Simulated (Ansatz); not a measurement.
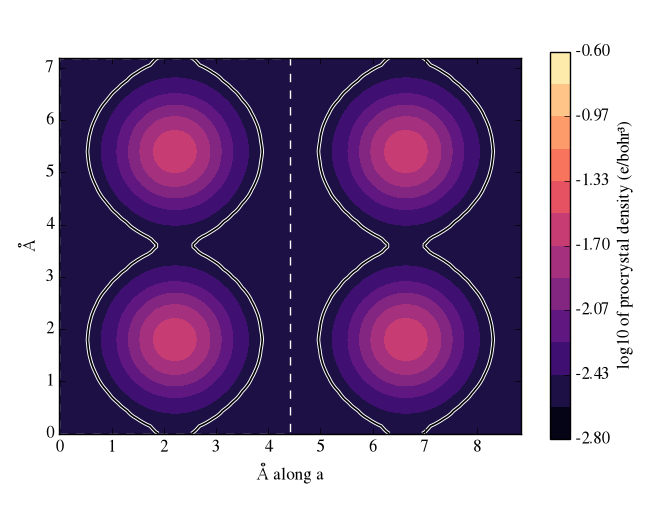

Procrystal electron density of Rb (P6_3/mmc), computed on the section y = 0.000 (parallel to a and c; the dashed line is one cell). It is the sum of the densities of spherically averaged neutral Hartree-Fock atoms, not a self-consistent density. The black line is the 0.003 e/bohr³ contour that bounds the voids. From Rb on the atoms have core potentials, so only their outer electrons count. The usual level for crystal voids is 0.002 e/bohr³; this crystal has almost no region below it, so a higher level is used, which marks the interstitial space of lowest density.

The cell is taken from the end point of a relaxation at a target pressure of 2 GPa with Ansatz 0.2.0, DFT PBE+D3(BJ), scalar-relativistic, plane waves, PAW.

```xyz
2
Lattice="4.4240 0.0000 0.0000 -2.2120 3.8313 0.0000 0.0000 0.0000 7.2010" Properties=species:S:1:pos:R:3 pbc="T T T"
Rb    0.0000    2.5542    1.8002
Rb    2.2120    1.2771    5.4007
```

> What share of the cell is void by this measure?

The voids take about 35 % of the cell (43 Å³ of 122.1 Å³) and are bounded by about 110 Å² of surface per cell.

> What shape does the empty space take in three dimensions?

Where they connect, they form a three-dimensional network.

> How low does the density fall, and where?

To about 0.0024 e/bohr³ near 0.00, 0.00, 0.00 (fractional), 3.1 Å from the nearest nucleus.

> At what density do the voids first join through the crystal?

At about 0.0027 e/bohr³, as a three-dimensional network.
